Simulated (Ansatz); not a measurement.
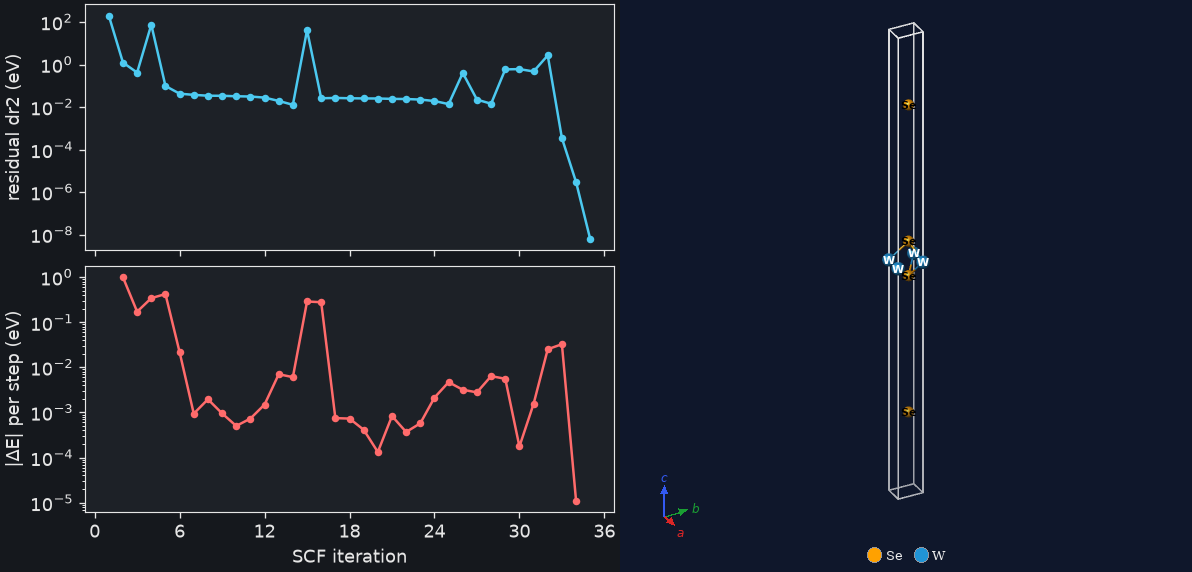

Beside the plot: the structure.

The plot shows the SCF iterations of a calculation: density residual dr2, step-to-step change of the Harris–Foulkes energy. Energy differences below 3 × 10⁻⁶ eV aren't drawn. The starting density is a sum of atomic densities corrected by a trained network.

Program: Ansatz.

```
crystal:
  lattice:
    - [3.320082845, 0.0, 0.0]
    - [-1.6600414225, 2.8752760865, 0.0]
    - [0.0, 0.0, 44.9517854828]
  atoms:
    - { symbol: Se, position: [0.3333333333, 0.6666666667, 0.1668454305] }
    - { symbol: Se, position: [0.3333333333, 0.6666666667, 0.4626634717] }
    - { symbol: W, position: [0.0, 0.0, 0.5] }
    - { symbol: Se, position: [0.3333333333, 0.6666666667, 0.5373365283] }
    - { symbol: Se, position: [0.3333333333, 0.6666666667, 0.8331545695] }
basis:
  ecutwfc: 420
kpoints:
  mp_grid: { grid: [13, 13, 1] }
hamiltonian:
  xc: pbe
scf:
  occupations: { method: gaussian, width: 0.05 }
output:
  forces: true
  stress: true
  eigenvalues: true
efield:
  axis: 3
  dipole_correction: true
  ramp_width: 0.04
```

Command:
```bash
ansatz run input.yaml --threads 1 --pin off --max-ram 2560MiB --backend cpu --events-out ev --progress --plain --runs-dir out
```

How did this run end?

Answer. It was still iterating, at step 35, when the time limit ended it. The residual goes from 200 at the first step to 6 × 10⁻⁹ at the last. After iteration 31 the program gave up density mixing and went on by direct minimisation of the free energy.

What is the residual at the start and at the end?

Answer. It starts near 200 and ends near 6 × 10⁻⁹ eV.
